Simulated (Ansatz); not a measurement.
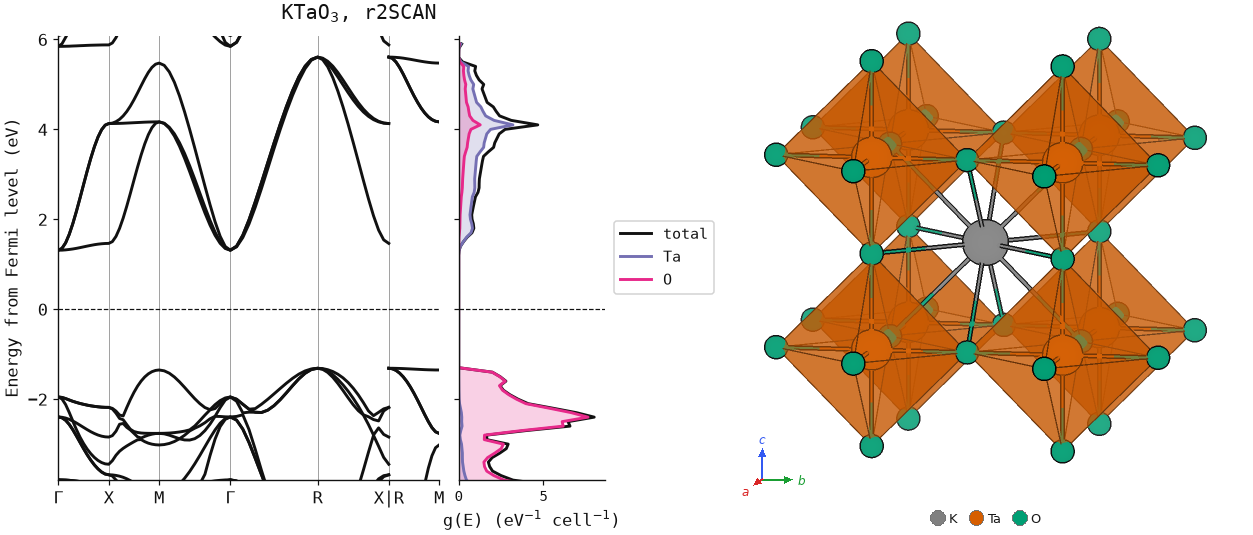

Band structure and density of states, beside the structure. Energies are counted from the Fermi level. The partial curves are projected on Löwdin-orthogonalised atomic shells.

System: KTaO3, space group Pm-3m, 5 atoms in the cell.

```cif
data_structure
_symmetry_space_group_name_H-M 'P 1'
_symmetry_Int_Tables_number 1
_cell_length_a 3.9902
_cell_length_b 3.9902
_cell_length_c 3.9902
_cell_angle_alpha 90.000
_cell_angle_beta 90.000
_cell_angle_gamma 90.000
_cell_volume 63.53
loop_
_atom_site_label
_atom_site_type_symbol
_atom_site_fract_x
_atom_site_fract_y
_atom_site_fract_z
_atom_site_occupancy
K1 K 0.50000 0.50000 0.50000 1
Ta1 Ta 0.00000 0.00000 0.00000 1
O1 O 0.50000 0.00000 0.00000 1
O2 O 0.00000 0.50000 0.00000 1
O3 O 0.00000 0.00000 0.50000 1
```

Computed with Ansatz: DFT r2SCAN, scalar-relativistic, plane waves, PAW, no spin polarisation, 6×6×6 k mesh, 500 eV cutoff.

Q: Is there a gap? Give its size, its kind and where the band edges lie.

A: The bands leave a gap. The gap along this path is 2.63 eV and indirect, from the valence-band top at R to the conduction-band bottom at Γ; the smallest direct gap is 3.26 eV, at Γ.

Q: How much do the top valence band and the lowest conduction band disperse along the path?

A: The top valence band spans 1.1 eV and the lowest conduction band 4.3 eV.

Q: How many bands meet at the valence-band top?

A: Three bands meet at the valence-band top at R: it is triply degenerate (spin aside).

Spin-orbit coupling is left out, which matters for Ta.
